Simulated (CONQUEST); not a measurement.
**Hf: 7 runs along one coordinate**

System: Hf (4 atoms in the cell).
Method: Kohn-Sham DFT of a periodic cell, PBEsol, PseudoDojo NC PBEsol, no spin polarisation (CONQUEST 1.3).

The 7 runs differ only in the geometry, by an even scaling of the cell at fixed fractional positions. The structure derives from an entry of the Crystallography Open Database.

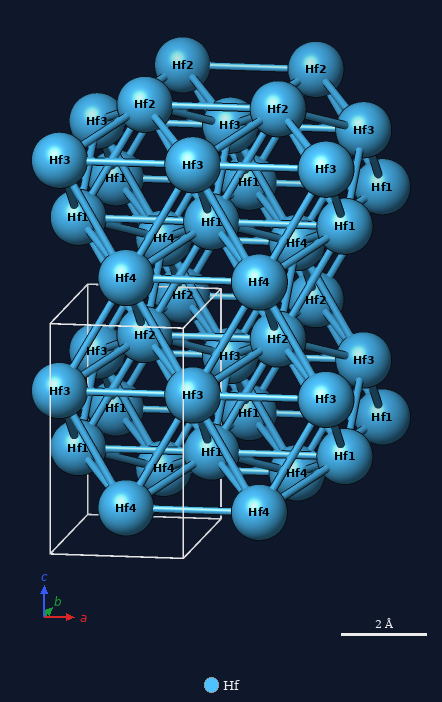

Figure 1. The structure of run 4 (ball-and-stick view of the cell of the calculation, repeated 2 × 2 × 2, seen slightly off an axis; atoms are numbered from 1 in the order of the input). An atom can appear more than once, as a periodic image.

**Input of run 4**
```
IO.Title Hf
IO.Coordinates coords.dat
IO.FractionalAtomicCoords T
IO.Iprint 2
IO.Iprint_init 1
General.NumberOfSpecies 1
General.PseudopotentialType hamann
AtomMove.TypeOfRun static
AtomMove.FullStress T
Grid.PointsAlongX 32
Grid.PointsAlongY 48
Grid.PointsAlongZ 60
DM.SolutionMethod diagon
Diag.MPMesh T
Diag.GammaCentred T
Diag.MPMeshX 8
Diag.MPMeshY 5
Diag.MPMeshZ 5
Diag.kT 0.00183747
minE.SCTolerance 1e-6
SC.MaxIters 100
IO.AtomChargeOutput T
%block ChemicalSpeciesLabel
1 178.490 Hf
%endblock
```

Command:
```bash
OMP_NUM_THREADS=1 Conquest
```

Lattice vectors (Å) and fractional positions of run 4:
```
   3.196700    0.000000    0.000000
   0.000000    5.057800    0.000000
   0.000000    0.000000    5.536847
Hf  0.000000  0.750000  0.333333
Hf  0.500000  0.750000  0.833333
Hf  0.000000  0.250000  0.666667
Hf  0.500000  0.250000  0.166667
```

Run 5 has the same physical settings and fractional positions; its lattice vectors (Å) are:
```
   3.217871    0.000000    0.000000
   0.000000    5.091296    0.000000
   0.000000    0.000000    5.573516
```

**Results, with one run withheld**

| run | volume per atom (Å³) | free energy per atom, from the lowest run given (meV) | pressure (GPa) |
| --- | --- | --- | --- |
| 1 | 21.037 | 9.76 | 4.35 |
| 2 | 21.485 | 1.28 | 1.71 |
| 3 | 21.933 | 0.00 | −0.71 |
| 4 | 22.380 | 5.19 | −2.96 |
| 5 | 22.828 | ? | ? |
| 6 | 23.276 | 32.84 | −6.80 |
| 7 | 23.723 | 54.36 | −8.61 |

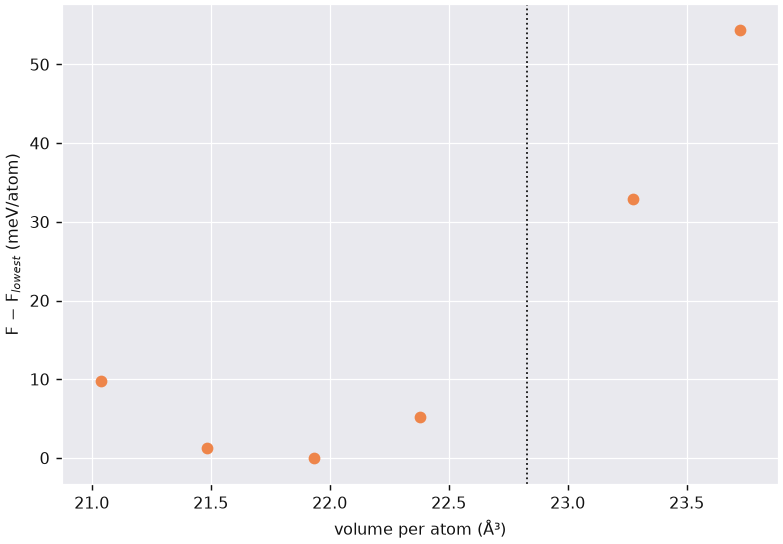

Figure 2. Free energy per atom of the runs given; the dotted line marks run 5.

Estimate the energy of run 5 from the others.

A cubic polynomial in V^(−2/3) (the Birch–Murnaghan form), fitted to the 6 runs given, misses them by at most 0.03 meV per atom. With x = V^(−2/3) − 0.12632 Å⁻², it reads F = 3.3801 − 4025.7 x + 1.0983e+06 x² − 2.522e+06 x³ (meV per atom). At run 5 it gives 16.30 meV per atom, and the run itself gives 16.31. The slope of the fit gives a pressure −dF/dV of −4.98 GPa there, and the run prints −5.04 GPa. The two needn't agree exactly: the fit is approximate, and the printed stress is taken on a finite basis. The fit has its minimum at 21.795 Å³ per atom, where V d²F/dV² gives 116 GPa. Cell shape and fractional positions are held, so this is the stiffness under even scaling; the relaxed bulk modulus wasn't computed.

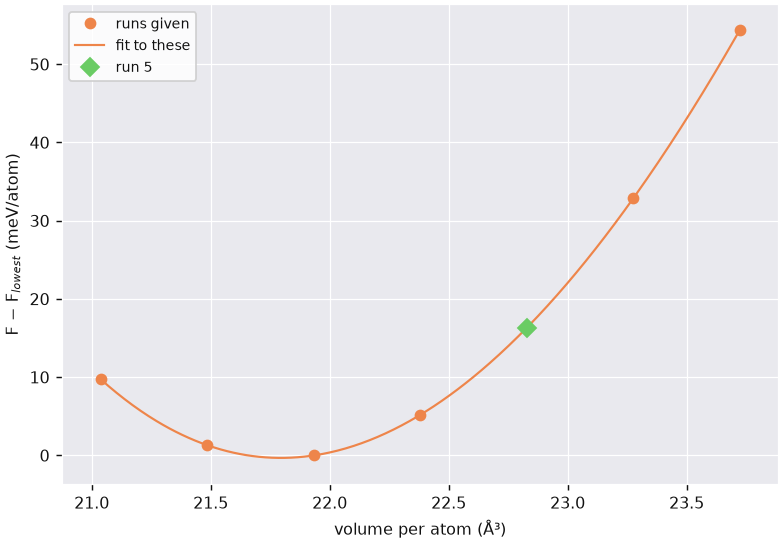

Figure 3. The fit and the withheld run.

**Some lines of the output (run 5)**
```
[...]
          DFT Total Energy                 :      -225.483146984299424 Ha
          Free Energy (E-TS)               :      -225.484772709878001 Ha
          DFT Total Energy                 :      -225.483864666729318 Ha
          Free Energy (E-TS)               :      -225.484741903224204 Ha
          DFT Total Energy                 :      -225.483869047977237 Ha
          Free Energy (E-TS)               :      -225.484741515134516 Ha
          DFT Total Energy                 :      -225.483868608952832 Ha
          Free Energy (E-TS)               :      -225.484741750715955 Ha
          DFT Total Energy                 :      -225.483869140603190 Ha
          Free Energy (E-TS)               :      -225.484741282004109 Ha
          DFT Total Energy                 :      -225.483868806544905 Ha
      | Free Energy as E-TS      =      -225.484741282004109 Ha
      |* DFT total energy        =      -225.483868806544905 Ha
    force: Average pressure:     -5.04285422 GPa
```

Notes: Spin–orbit coupling is left out, which matters for Hf. With a small basis of atomic orbitals these values can differ much from converged plane-wave results.
